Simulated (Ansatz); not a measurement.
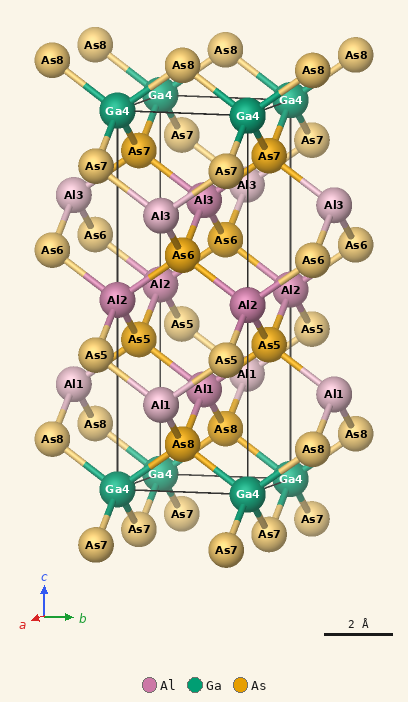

*The input geometry (ball-and-stick view of the cell of the calculation, seen slightly off an axis; neighbours outside the cell are drawn fainter; atoms are numbered from 1 in the order of the input).*

Near neighbours in the crystal (not all of them lie inside the picture): Al has 4 As at 2.48 Å; Ga has 4 As at 2.49 Å; As has 4 Al at 2.48 Å; As has 2 Al at 2.48 Å and 2 Ga at 2.49 Å.

**Run report: Al3GaAs4, geometry relaxation (part 1 of 2)**

- system: Al3GaAs4 (P-4m2, 8 atoms in the cell)
- method: DFT PBE, scalar-relativistic, plane waves, PAW, no spin polarisation (Ansatz 0.2.0)

The structure was made by a generator, so it may or may not be a known phase. Figures and captions count atoms from 1; the log counts them from 0 in places.

### Log
```
Engine: ansatz 0.2.0, aarch64-unknown-linux-gnu
Pseudopotentials: kind: paw
Pseudopotential: Al, paw, valence charge 3, recommended cutoff 420 eV (normal), Al.paw.azcp
Pseudopotential: Ga, paw, valence charge 13, recommended cutoff 420 eV (normal), Ga.paw.azcp
Pseudopotential: As, paw, valence charge 15, recommended cutoff 420 eV (normal), As.paw.azcp
Functional definition: PBE
  parameter kappa = 0.804
  parameter beta = 0.06672455060314922
  exchange = pbe_x(kappa = kappa, mu = beta*pi^2/3)
  correlation = pbe_c(beta = beta)
Crystal: 8 atoms, lattice volume = 188.276 Å³
Basis set: ecut = 420 eV, 3693 PW (Γ), exchange–correlation on 60×60×160 points (8 copies of the dense FFT grid, shifted against one another)
Bands: 50, of which v1, the nominal top of the filled ones, is band 41 counted from 1 (40 counted from 0)
Symmetry: 8 space group operations
Space group: P-4m2 (ITA 115), of the structure as read, at distance tolerance 5.7e-5 Å
k-points: 45 of 256 (time reversal used)
Non-local potential: Al, projectors of the file, l = 0: 2, l = 1: 2, l = 2: 1
Non-local potential: Ga, projectors of the file, l = 0: 2, l = 1: 2, l = 2: 3, l = 3: 1
Non-local potential: As, projectors of the file, l = 0: 2, l = 1: 2, l = 2: 3, l = 3: 1
PAW form: soft (Blöchl's): semilocal exchange-correlation on the pseudo side does not see the compensation charge
PAW one-centre angular grid: Al, 110 points (default); XC on 64 Gauss nodes
PAW one-centre angular grid: Ga, 590 points (default); XC on 64 Gauss nodes
PAW one-centre angular grid: As, 590 points (default); XC on 64 Gauss nodes
Initial density: superposition of atomic densities (neutral atoms: chi_scale 0, normalization atom), corrected by the library's trained network
Initial wavefunctions: pseudopotential atomic-orbital guess
Functional: x = pbe(κ = 0.804, μ = 0.2195149727645171), c = pbe(β = 0.06672455060314922)
SCF iter   1: F=—  HF=-24823.689067 eV  |F-HF|=—  |Δ(HF+E_count)|=         —  Δρ=1.78e-3  dr2=1.15e-2  ethr=1.77e-3  ⟨swp⟩=7.0  Hψ=8847  notcnv=0  defer=2
preconditioner: auto → Resta (q_TF=auto, 2.375 Å⁻¹)  ε∞=3.6  [insulator: Δε(μ)=1.223 eV  Ē_g=10.787 eV  σ=0.020 eV  W_gap=1.00  n_scr=48 (ndim 8)  ℏωp=17.5 eV  f_vac=0.025  D(μ)=0.00/eV (n_scr^D=0)  ε∞_Penn≈3.6]
SCF iter   2: F=—  HF=-24823.685249 eV  |F-HF|=—  |Δ(HF+E_count)|=   3.82e-3  Δρ=9.26e-4  dr2=3.02e-3  ethr=1.40e-5  ⟨swp⟩=2.0  Hψ=3813  notcnv=0  defer=148
SCF iter   3: F=—  HF=-24823.685171 eV  |F-HF|=—  |Δ(HF+E_count)|=   7.78e-5  Δρ=5.19e-4  dr2=4.31e-4  ethr=3.68e-6  ⟨swp⟩=2.0  Hψ=3299  notcnv=0  defer=148
SCF iter   4: F=—  HF=-24823.684842 eV  |F-HF|=—  |Δ(HF+E_count)|=   3.29e-4  Δρ=1.69e-4  dr2=8.53e-5  ethr=5.25e-7  ⟨swp⟩=2.9  Hψ=4002  notcnv=0  defer=148
SCF iter   5: F=—  HF=-24823.685009 eV  |F-HF|=—  |Δ(HF+E_count)|=   1.67e-4  Δρ=5.29e-5  dr2=6.42e-6  ethr=1.04e-7  ⟨swp⟩=2.0  Hψ=3945  notcnv=0  defer=148
SCF iter   6: F=—  HF=-24823.685010 eV  |F-HF|=—  |Δ(HF+E_count)|=   4.16e-7  Δρ=2.78e-5  dr2=1.83e-6  ethr=7.82e-9  ⟨swp⟩=2.0  Hψ=3947  notcnv=0  defer=148
SCF iter   7: F=-24823.685011 eV  HF=-24823.685011 eV  |F-HF|=2.71e-7  |Δ(HF+E_count)|=   1.34e-6  Δρ=7.85e-6  dr2=8.98e-8  ethr=1.22e-10  ⟨swp⟩=11.2  Hψ=15844  notcnv=0
SCF 1 converged in 7 iterations: F = -24823.685011 eV  dr2 = 8.98e-8
  greatest PAW one-centre occupation: 0.999 electrons in one spin orbital (limit 2), on the As atom at site 7 (counted from 0), in its partial waves of l = 2
relax step   1: F+E_penalty+E_count = -24823.68501122 eV  Δ(F+E_penalty+E_count) = +0.000e0 eV  max|allowed force component| = 1.136e-2 eV/Å  Δτ_max = 0.0000 Å  P = +0.041 GPa  Ω = 188.276 Å³  (7 SCF iters, dr2 threshold 1.00e-7 eV, accepted)
Crystal: 8 atoms, lattice volume = 188.428 Å³
Basis set: ecut = 420 eV, 3679 PW (Γ), exchange–correlation on 60×60×160 points (8 copies of the dense FFT grid, shifted against one another)
Initial density: handed on by an earlier stage of this run
Initial wavefunctions: those handed on with the density
iter 1 solved again at ethr=1.16e-6 eV; its pass at ethr=3.10e-3 eV (dr2=9.50e-4 eV) is discarded
SCF iter   1: F=—  HF=-24823.689318 eV  |F-HF|=—  |Δ(HF+E_count)|=         —  Δρ=7.25e-4  dr2=9.83e-4  ethr=1.16e-6  ⟨swp⟩=3.5  Hψ=11902  notcnv=0
preconditioner: auto → Resta (q_TF=auto, 2.375 Å⁻¹)  ε∞=3.6  [insulator: Δε(μ)=1.267 eV  Ē_g=10.790 eV  σ=0.020 eV  W_gap=1.00  n_scr=48 (ndim 8)  ℏωp=17.5 eV  f_vac=0.020  D(μ)=0.00/eV (n_scr^D=0)  ε∞_Penn≈3.6]
SCF iter   2: F=—  HF=-24823.689356 eV  |F-HF|=—  |Δ(HF+E_count)|=   3.81e-5  Δρ=4.51e-4  dr2=3.93e-4  ethr=1.16e-6  ⟨swp⟩=1.0  Hψ=2250  notcnv=0
SCF iter   3: F=—  HF=-24823.689491 eV  |F-HF|=—  |Δ(HF+E_count)|=   1.35e-4  Δρ=3.67e-5  dr2=3.28e-6  ethr=4.79e-7  ⟨swp⟩=2.0  Hψ=2968  notcnv=0
SCF iter   4: F=-24823.689493 eV  HF=-24823.689493 eV  |F-HF|=4.54e-7  |Δ(HF+E_count)|=   1.85e-6  Δρ=1.71e-5  dr2=4.99e-7  ethr=9.76e-10  ⟨swp⟩=11.2  Hψ=18911  notcnv=0
SCF 2 converged in 4 iterations: F = -24823.689493 eV  dr2 = 4.99e-7
  Residual-converged pass: ⟨swp⟩=1.1  Hψ=2434  notcnv=0  max |occ|·‖R‖ = 7.1e-9 eV (tolerance 1.0e-8 eV)  dr2=4.99e-7  dr2_onsite=6.27e-8  max |Δocc| = 0.0e0
relax step   2: F+E_penalty+E_count = -24823.68949310 eV  Δ(F+E_penalty+E_count) = -4.482e-3 eV  max|allowed force component| = 9.636e-3 eV/Å  Δτ_max = 0.0010 Å  P = -0.006 GPa  Ω = 188.428 Å³  energy of the carried Pulay correction = -2.769e-5 eV  (4 SCF iters, dr2 threshold 8.00e-7 eV, accepted)
Crystal: 8 atoms, lattice volume = 188.413 Å³
iter 1 solved again at ethr=2.90e-8 eV; its pass at ethr=3.10e-3 eV (dr2=2.38e-5 eV) is discarded
SCF iter   1: F=—  HF=-24823.689607 eV  |F-HF|=—  |Δ(HF+E_count)|=         —  Δρ=1.35e-4  dr2=2.93e-5  ethr=2.90e-8  ⟨swp⟩=3.1  Hψ=10260  notcnv=0  defer=1
preconditioner: auto → Resta (q_TF=auto, 2.375 Å⁻¹)  ε∞=3.6  [insulator: Δε(μ)=1.268 eV  Ē_g=10.791 eV  σ=0.020 eV  W_gap=1.00  n_scr=48 (ndim 8)  ℏωp=17.5 eV  f_vac=0.020  D(μ)=0.00/eV (n_scr^D=0)  ε∞_Penn≈3.6]
SCF iter   2: F=—  HF=-24823.689700 eV  |F-HF|=—  |Δ(HF+E_count)|=   9.31e-5  Δρ=8.23e-5  dr2=1.13e-5  ethr=2.90e-8  ⟨swp⟩=1.0  Hψ=2250  notcnv=0
SCF iter   3: F=—  HF=-24823.689701 eV  |F-HF|=—  |Δ(HF+E_count)|=   8.15e-7  Δρ=6.50e-6  dr2=9.63e-8  ethr=1.38e-8  ⟨swp⟩=2.0  Hψ=2947  notcnv=0
SCF iter   4: F=-24823.689701 eV  HF=-24823.689701 eV  |F-HF|=8.28e-9  |Δ(HF+E_count)|=   3.92e-9  Δρ=3.92e-6  dr2=2.02e-8  ethr=4.32e-11  ⟨swp⟩=8.8  Hψ=14171  notcnv=0
SCF 3 converged in 4 iterations: F = -24823.689701 eV  dr2 = 2.02e-8
relax step   3: F+E_penalty+E_count = -24823.68970122 eV  Δ(F+E_penalty+E_count) = -2.081e-4 eV  max|allowed force component| = 1.333e-3 eV/Å  Δτ_max = 0.0012 Å  P = -0.002 GPa  Ω = 188.413 Å³  energy of the carried Pulay correction = -2.497e-5 eV  (4 SCF iters, dr2 threshold 3.54e-8 eV, accepted)
Initial wavefunctions: pseudopotential atomic-orbital guess (no wavefunctions were taken with the density)
iter 1 solved again at ethr=1.23e-7 eV; its pass at ethr=3.10e-3 eV (dr2=1.01e-4 eV) is discarded
SCF iter   1: F=—  HF=-24823.689405 eV  |F-HF|=—  |Δ(HF+E_count)|=         —  Δρ=7.61e-5  dr2=2.57e-7  ethr=1.23e-7  ⟨swp⟩=3.1  Hψ=13934  notcnv=0
preconditioner: auto → Resta (q_TF=auto, 2.375 Å⁻¹)  ε∞=3.6  [insulator: Δε(μ)=1.269 eV  Ē_g=10.791 eV  σ=0.020 eV  W_gap=1.00  n_scr=48 (ndim 8)  ℏωp=17.5 eV  f_vac=0.020  D(μ)=0.00/eV (n_scr^D=0)  ε∞_Penn≈3.6]
SCF iter   2: F=—  HF=-24823.689695 eV  |F-HF|=—  |Δ(HF+E_count)|=   2.90e-4  Δρ=3.85e-5  dr2=6.69e-8  ethr=3.14e-10  ⟨swp⟩=2.0  Hψ=3188  notcnv=0
SCF iter   3: F=—  HF=-24823.689764 eV  |F-HF|=—  |Δ(HF+E_count)|=   6.84e-5  Δρ=3.11e-6  dr2=6.40e-9  ethr=8.16e-11  ⟨swp⟩=2.0  Hψ=2892  notcnv=0
SCF iter   4: F=—  HF=-24823.689764 eV  |F-HF|=—  |Δ(HF+E_count)|=   3.99e-7  Δρ=5.17e-7  dr2=4.80e-10  ethr=7.81e-12  ⟨swp⟩=2.0  Hψ=4091  notcnv=0
SCF iter   5: F=—  HF=-24823.689764 eV  |F-HF|=—  |Δ(HF+E_count)|=  7.13e-10  Δρ=2.61e-7  dr2=1.25e-10  ethr=1.00e-12  ⟨swp⟩=6.1  Hψ=10026  notcnv=0
SCF iter   6: F=-24823.689764 eV  HF=-24823.689764 eV  |F-HF|=5.82e-11  |Δ(HF+E_count)|=  6.55e-10  Δρ=1.09e-7  dr2=2.10e-11  ethr=1.00e-12  ⟨swp⟩=5.8  Hψ=9012  notcnv=0
SCF 4 converged in 6 iterations: F = -24823.689764 eV  dr2 = 2.10e-11
relax step   4: F+E_penalty+E_count = -24823.68976398 eV  Δ(F+E_penalty+E_count) = -6.276e-5 eV  max|allowed force component| = 1.329e-3 eV/Å  Δτ_max = 0.0000 Å  P = -0.001 GPa  Ω = 188.413 Å³  stress off target by 5.08e-3 GPa  SCF on the basis re-selected at this cell (its energy is not comparable with the rows above)  (6 SCF iters)
```

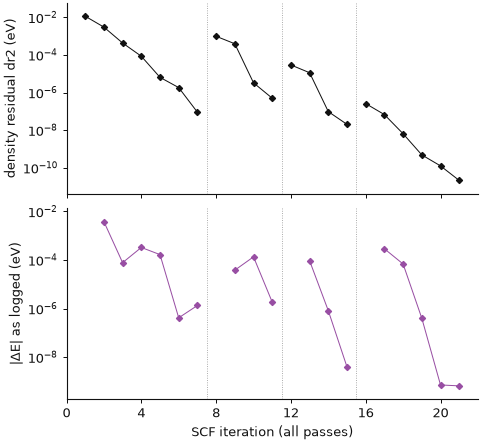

*Convergence of the self-consistent field: density residual dr2 and size of the energy change against the SCF iteration. The dotted lines part the SCF passes of the relaxation: geometry steps, rejected trials and re-solves on a re-selected basis.*

The passes take 7, 4, 4 and 6 iterations.

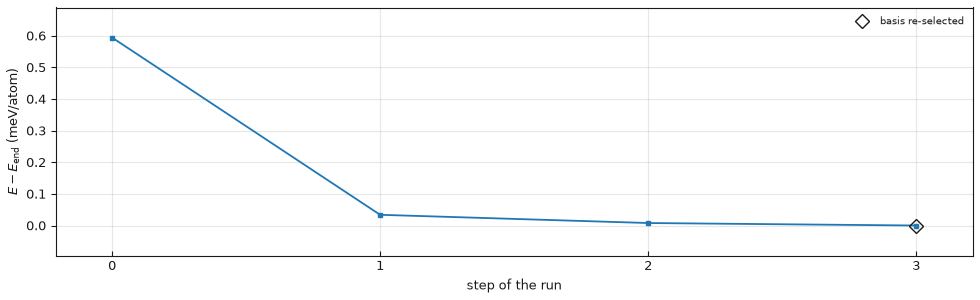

*Progress of the relaxation, step by step (the first geometry is step 0 here and step 1 in the log).*

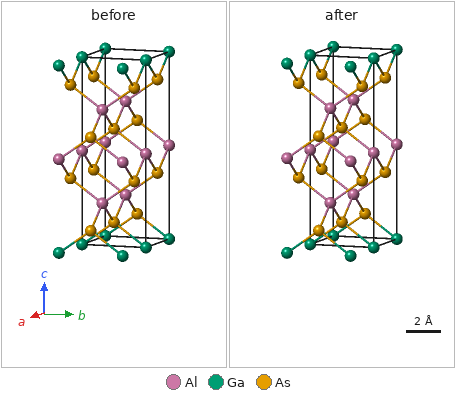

*Before (left) and after (right) the relaxation, at one scale (ball-and-stick view of the cell of the calculation, repeated 2 × 1 × 1, seen slightly off an axis).*

The atoms keep their places relative to the cell (all moves are under 0.005 Å). The drawn cell changes as follows: a = b 4.074 → 4.055 Å (−0.5 %), c 11.341 → 11.456 Å (+1.0 %); the volume changes by +0.1 %. The space group stays P-4m2 (No. 115). The energy falls by 0.6 meV per atom in 2 geometry steps. The largest force component goes from 0.011 to 0.0013 eV/Å. The pressure goes from 0.04 to 0.00 GPa. A last SCF at the same geometry on a re-selected plane-wave basis shifts the energy by next to nothing (0.0 meV per atom).

```
basis re-selected at this cell: Δ(F+E_penalty+E_count) = -6.276e-5 eV, ΔP = +0.000 GPa vs the last step (what re-selecting the basis moved, of the pressure what is left beyond the Pulay correction that the steps carried, after the strain that the cell walked since its last selection, with what the two solves' SCF thresholds leave and, on support functions, any second-order correction that the steps lacked; it is no measure of the basis error at this ecutwfc). This SCF's stress stands 5.08e-3 GPa from its target on what of the cell is left free (relax.cell.stress_tol is 5.00e-2 GPa) and its largest allowed force component is 1.33e-3 eV/Å (relax.f_tol is 1.00e-2 eV/Å): within both
SCF converged after 6 iterations
Free energy (F): -24823.689764 eV
Harris-Foulkes:  -24823.689764 eV  (|F-HF|=5.82e-11)
Internal energy: -24823.689764 eV  (E = F + TS)
E sigma→0 (E₀):  -24823.689764 eV
Fermi energy:    7.011635 eV
--- Per-component energies (eV) ---
  E_band       = -1153.890518
  E_kinetic    = 595.476192
  E_local      = -11189.780403  (includes V_loc(G=0)·N_el)
  E_nonlocal   = -2225.663821
  E_hartree    = 5811.878876
  E_xc         = -503.661308
  E_vxc        = -460.025474  (∫ρ·V_xc dr)
  E_paw        = -10733.817818  (= ΣΔE_a)
  E_vpaw       = 502.345208  (= ΣTr[D̂ρ^β])
  E_aug_tail   = -0.000091  (compensation charges beyond the density's cutoff)
  E_ewald      = -6578.121392
  E_smearing   = -0.000000  (= −TS)
  E_closure    = 0.000000  (closes the sum)
  Σ components = -24823.689764   (vs F -24823.689764, Δ=0.00e0)
--- Forces (eV/Å), atoms counted from 1 ---
  atom   1  Al     0.00000000    -0.00000000     0.00132858
  atom   2  Al     0.00000000    -0.00000000    -0.00000000
  atom   3  Al     0.00000000    -0.00000000    -0.00132858
  atom   4  Ga     0.00000000    -0.00000000    -0.00000000
  atom   5  As    -0.00000000     0.00000000    -0.00019130
  atom   6  As    -0.00000000     0.00000000     0.00019130
  atom   7  As    -0.00000000     0.00000000    -0.00115099
  atom   8  As    -0.00000000     0.00000000     0.00115099
  max |Σ_I F_I| component: 5.11e-16 eV/Å
--- Stress (GPa, compression-positive) ---
       -0.004222       0.000000       0.000000
        0.000000      -0.004222      -0.000000
        0.000000      -0.000000       0.005084
  P = ⅓ Tr σ = -0.0011 GPa (-0.011 kbar)
--- Band table (eV; the first three rows and the last of 45) ---
```
